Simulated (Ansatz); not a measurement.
Run report: Fe2Co, geometry relaxation (part 2 of 2)

Continued. System: Fe2Co (6 atoms in the cell). Method: DFT PBE, scalar-relativistic, plane waves, PAW, no spin polarisation (Ansatz 0.2.0); cutoff 420 eV, 8×8×8 k-mesh, Gaussian smearing of 0.1 eV. The structure was made by swapping elements on the sites of another compound; it need not be a known phase. It belongs to a series of runs on one base structure; here: beta-cristobalite type (Fd-3m, No. 227).

Geometry of the input (Å; fractional positions):
```
0.0000  4.7634  4.7634
4.7634  0.0000  4.7634
4.7634  4.7634  0.0000
Fe 0.1250  0.1250  0.1250
Fe 0.6250  0.1250  0.1250
Fe 0.1250  0.1250  0.6250
Fe 0.1250  0.6250  0.1250
Co 0.0000  0.0000  0.0000
Co 0.2500  0.2500  0.2500
```

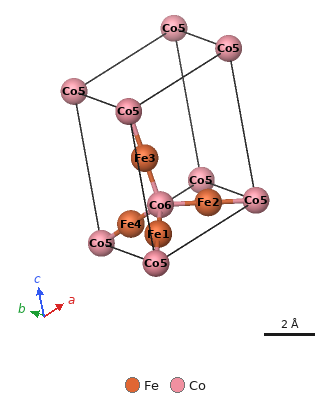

*The geometry at step 2 of the log (ball-and-stick view of the cell of the calculation, seen slightly off an axis; atoms are numbered from 1 in the order of the input).*

```
basis re-selected at this cell: Δ(F+E_penalty+E_count) = -1.128e-4 eV, ΔP = +0.000 GPa vs the last step (what re-selecting the basis moved, of the pressure what is left beyond the Pulay correction that the steps carried, after the strain that the cell walked since its last selection, with what the two solves' SCF thresholds leave and, on support functions, any second-order correction that the steps lacked; it is no measure of the basis error at this ecutwfc). This SCF's stress stands 3.79e-2 GPa from its target on what of the cell is left free (relax.cell.stress_tol is 5.00e-2 GPa) and its largest allowed force component is 6.86e-17 eV/Å (relax.f_tol is 1.00e-2 eV/Å): within both
SCF converged after 7 iterations
Free energy (F): -28154.757366 eV
Harris-Foulkes:  -28154.757366 eV  (|F-HF|=1.46e-11)
Internal energy: -28154.547437 eV  (E = F + TS)
E sigma→0 (E₀):  -28154.652402 eV
Entropy (-TS):   -0.209928 eV (-34.988 meV/atom)
Fermi energy:    2.613647 eV
--- Per-component energies (eV) ---
  E_band       = -2863.216844
  E_kinetic    = 2321.040157
  E_local      = -30553.964297  (includes V_loc(G=0)·N_el)
  E_nonlocal   = 1811.180030
  E_hartree    = 13387.401368
  E_xc         = -774.160802
  E_vxc        = -996.237051  (∫ρ·V_xc dr)
  E_paw        = -8519.373660  (= ΣΔE_a)
  E_vpaw       = -2220.041274  (= ΣTr[D̂ρ^β])
  E_aug_tail   = 0.003244  (compensation charges beyond the density's cutoff)
  E_ewald      = -5826.673478
  E_smearing   = -0.209928  (= −TS)
  E_closure    = -0.000000  (closes the sum)
  Σ components = -28154.757366   (vs F -28154.757366, Δ=0.00e0)
--- Forces (eV/Å), atoms counted from 1 ---
  atom   1  Fe    -0.00000000    -0.00000000    -0.00000000
  atom   2  Fe     0.00000000     0.00000000     0.00000000
  atom   3  Fe     0.00000000    -0.00000000     0.00000000
  atom   4  Fe     0.00000000    -0.00000000     0.00000000
  atom   5  Co     0.00000000    -0.00000000    -0.00000000
  atom   6  Co     0.00000000     0.00000000     0.00000000
  max |Σ_I F_I| component: 3.70e-17 eV/Å
--- Stress (GPa, compression-positive) ---
        0.037919       0.000000       0.000000
        0.000000       0.037919       0.000000
        0.000000       0.000000       0.037919
  P = ⅓ Tr σ = 0.0379 GPa (0.379 kbar)
--- Band table (eV; the first three rows and the last of 29) ---
  k-point 0: bands = ["-92.6564", "-92.6549", "-83.7866", "-83.7866", "-83.7866", "-83.7858", "-56.0171", "-56.0171", "-56.0171", "-55.9791", "-55.9791", "-55.9791", "-50.3869", "-50.3329", "-50.3329", "-50.3329", "-49.6702", "-49.6702", "-49.6681", "-49.6681", "-49.6681", "-49.6655", "-49.6655", "-49.6655", "-2.0920", "-0.9238", "-0.9238", "-0.9238", "-0.7383", "-0.7383", "0.5079", "0.5079", "0.6843", "0.6843", "0.6843", "0.7501", "0.7501", "0.7501", "1.3027", "1.7096", "2.1165", "2.1165", "2.1165", "2.2509", "2.2509", "2.2509", "2.5420", "2.5420", "2.6991", "2.6991", "2.6991", "3.2780", "3.2780", "3.2780", "3.6061", "3.6061", "4.5178", "4.5178", "4.5178"]
  k-point 1: bands = ["-92.6563", "-92.6550", "-83.7866", "-83.7866", "-83.7866", "-83.7858", "-56.0171", "-56.0171", "-56.0160", "-55.9802", "-55.9791", "-55.9791", "-50.3853", "-50.3344", "-50.3329", "-50.3329", "-49.6701", "-49.6701", "-49.6681", "-49.6681", "-49.6681", "-49.6656", "-49.6656", "-49.6655", "-2.0447", "-0.9183", "-0.9159", "-0.9159", "-0.7183", "-0.7183", "0.3922", "0.3922", "0.4318", "0.6315", "0.6315", "0.8363", "0.8771", "0.8771", "1.4094", "1.7126", "2.1343", "2.1390", "2.1390", "2.2507", "2.2765", "2.2765", "2.5401", "2.5401", "2.6867", "2.6867", "2.6987", "3.2261", "3.2622", "3.2622", "3.5495", "3.5495", "4.1456", "4.5258", "4.5258"]
  k-point 2: bands = ["-92.6562", "-92.6551", "-83.7866", "-83.7866", "-83.7865", "-83.7858", "-56.0170", "-56.0170", "-56.0130", "-55.9833", "-55.9792", "-55.9792", "-50.3812", "-50.3385", "-50.3329", "-50.3329", "-49.6699", "-49.6699", "-49.6681", "-49.6680", "-49.6680", "-49.6659", "-49.6659", "-49.6655", "-1.9154", "-0.9093", "-0.8984", "-0.8984", "-0.6583", "-0.6583", "0.1330", "0.1848", "0.1848", "0.5970", "0.5970", "0.7532", "1.0060", "1.0060", "1.5246", "1.8294", "2.1977", "2.1977", "2.2020", "2.2501", "2.3496", "2.3496", "2.5352", "2.5352", "2.6502", "2.6502", "2.6977", "3.0852", "3.2266", "3.2266", "3.4183", "3.4183", "3.6983", "4.5470", "4.5470"]
  k-point 28: bands = ["-92.6556", "-92.6556", "-83.7866", "-83.7866", "-83.7862", "-83.7862", "-56.0165", "-56.0165", "-55.9982", "-55.9982", "-55.9797", "-55.9797", "-50.3598", "-50.3598", "-50.3328", "-50.3328", "-49.6690", "-49.6690", "-49.6684", "-49.6684", "-49.6670", "-49.6670", "-49.6663", "-49.6663", "-1.2693", "-1.2693", "-0.8068", "-0.8068", "-0.3778", "-0.3778", "-0.3256", "-0.3256", "0.1811", "0.1811", "0.1870", "0.1870", "1.6447", "1.6447", "1.8253", "1.8253", "2.2035", "2.2035", "2.2936", "2.2936", "2.4571", "2.4571", "2.5043", "2.5043", "2.5640", "2.5640", "2.7367", "2.7367", "3.0388", "3.0388", "3.0466", "3.0466", "3.7645", "3.7645", "5.4661"]
--- Relaxed structure (2 steps of the walk, 2 accepted, 1 SCFs on fresh bases) ---
  F+E_penalty+E_count = -28154.75736579 eV   max|allowed force component| = 6.862e-17 eV/Å   (the final SCF, on the basis selected at the relaxed cell)
  cell:  # Å, volume = 216.5096 Å³
    - [3.1846075205597434e-36, 4.765945546769836, 4.765945546769836]
    - [4.765945546769836, -1.154420226202907e-35, 4.765945546769836]
    - [4.765945546769836, 4.765945546769836, 4.3788353407696486e-36]
  atoms:
    - { symbol: Fe, position: [0.125, 0.125, 0.125] }
    - { symbol: Fe, position: [0.6249999999999999, 0.125, 0.125] }
    - { symbol: Fe, position: [0.125, 0.125, 0.6249999999999999] }
    - { symbol: Fe, position: [0.125, 0.6249999999999999, 0.125] }
    - { symbol: Co, position: [-9.827266179900954e-36, 2.5270113034031026e-35, 2.583167110145394e-35] }
    - { symbol: Co, position: [0.25, 0.25, 0.25] }
```

## Trajectory as extended XYZ (Å, eV, eV/Å), 3 frames, from step=1 to step=3
```
6
Lattice="0.0000 4.7634 4.7634 4.7634 0.0000 4.7634 4.7634 4.7634 0.0000" Properties=species:S:1:pos:R:3:forces:R:3 step=1 energy=-28154.75721 pressure_GPa=0.10
Fe    1.1908    1.1908    1.1908    0.0000   0.0000   0.0000
Fe    1.1908    3.5725    3.5725    0.0000   0.0000   0.0000
Fe    3.5725    3.5725    1.1908    0.0000   0.0000   0.0000
Fe    3.5725    1.1908    3.5725    0.0000   0.0000   0.0000
Co    0.0000    0.0000    0.0000    0.0000   0.0000   0.0000
Co    2.3817    2.3817    2.3817    0.0000   0.0000   0.0000
6
Lattice="0.0000 4.7659 4.7659 4.7659 0.0000 4.7659 4.7659 4.7659 0.0000" Properties=species:S:1:pos:R:3:forces:R:3 step=2 energy=-28154.75725 pressure_GPa=0.04
Fe    1.1915    1.1915    1.1915    0.0000   0.0000   0.0000
Fe    1.1915    3.5745    3.5745    0.0000   0.0000   0.0000
Fe    3.5745    3.5745    1.1915    0.0000   0.0000   0.0000
Fe    3.5745    1.1915    3.5745    0.0000   0.0000   0.0000
Co    0.0000    0.0000    0.0000    0.0000   0.0000   0.0000
Co    2.3830    2.3830    2.3830    0.0000   0.0000   0.0000
6
Lattice="0.0000 4.7659 4.7659 4.7659 0.0000 4.7659 4.7659 4.7659 0.0000" Properties=species:S:1:pos:R:3:forces:R:3 step=3 energy=-28154.75737 pressure_GPa=0.04
Fe    1.1915    1.1915    1.1915    0.0000   0.0000   0.0000
Fe    1.1915    3.5745    3.5745    0.0000   0.0000   0.0000
Fe    3.5745    3.5745    1.1915    0.0000   0.0000   0.0000
Fe    3.5745    1.1915    3.5745    0.0000   0.0000   0.0000
Co    0.0000    0.0000    0.0000    0.0000   0.0000   0.0000
Co    2.3830    2.3830    2.3830    0.0000   0.0000   0.0000
```

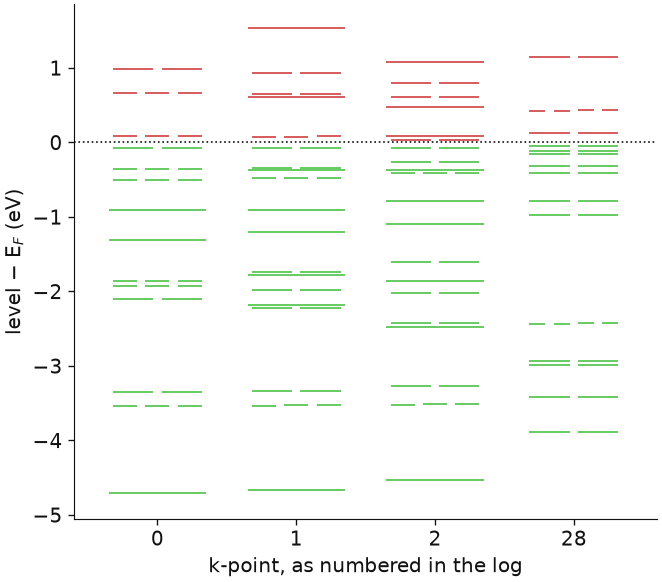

*Kohn–Sham levels near the Fermi level (dotted) at the few k-points that the log prints; levels within 0.02 eV of each other stand side by side.*

The system is metallic on the full mesh.
